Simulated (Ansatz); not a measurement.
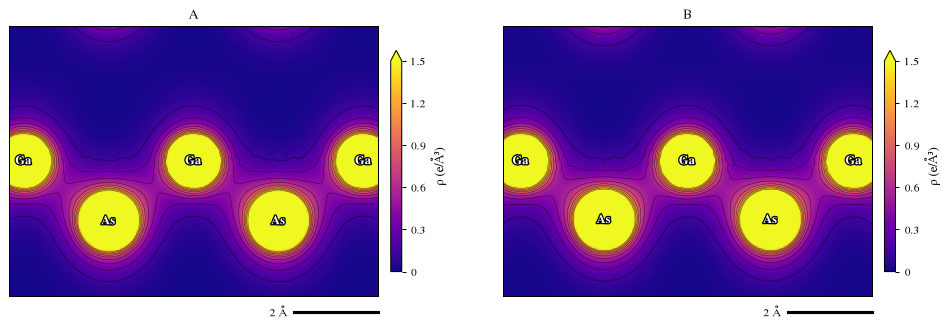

GaAs. The valence charge density (pseudo) of two cells that differ in size, on the (011̄) plane of each (indices in the axes of the calculation cell), at one length scale and on one colour scale: A has 23.0 Å³ an atom and B 21.7.

These are results of Ansatz 0.2.0, DFT, PBE, PAW with Ansatz's default frozen-core files, scalar-relativistic, not measurements.

Q: What changes from the larger cell to the smaller?

A: From the larger cell to the smaller, Ga–As goes from 2.46 to 2.42 Å, and the density at its midpoint from 0.49 to 0.52 e/Å³; the pressure goes from 1.9 to 7 GPa.
